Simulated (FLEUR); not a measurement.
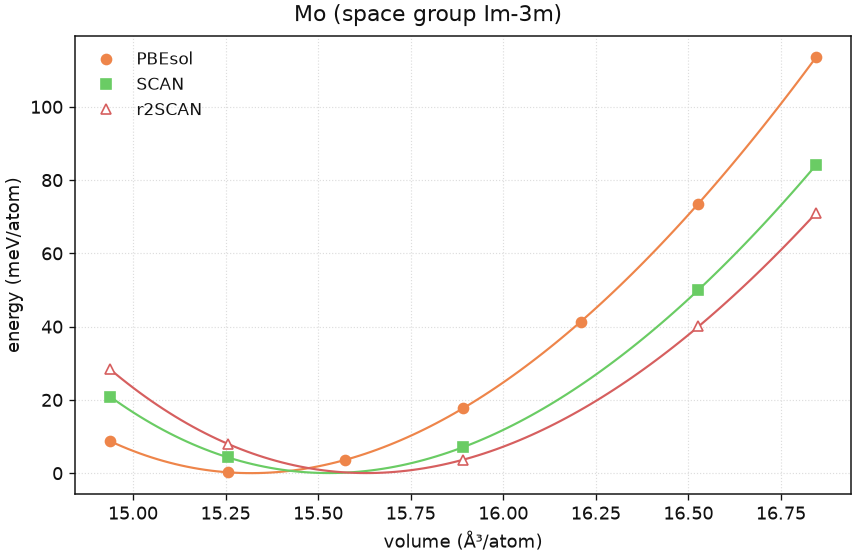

The plot gives the computed energy against volume, with one curve for each functional, for Mo (space group Im-3m).

Calculation (FLEUR MaX-R8.1 (later development tree)): all-electron LAPW DFT, no spin polarisation; energies at scaled volumes of the given cell, shape and fractions fixed, counted from the fit's minimum, third-order Birch-Murnaghan fit. All runs: no spin polarisation.

- k mesh: 12×12×12
- occupations: Fermi–Dirac
- smearing width: 0.05 eV
- potentials: all electron

**Order the curves by fitted equilibrium volume, smallest first.**

PBEsol 15.319, SCAN 15.529, r2SCAN 15.630 Å³/atom.
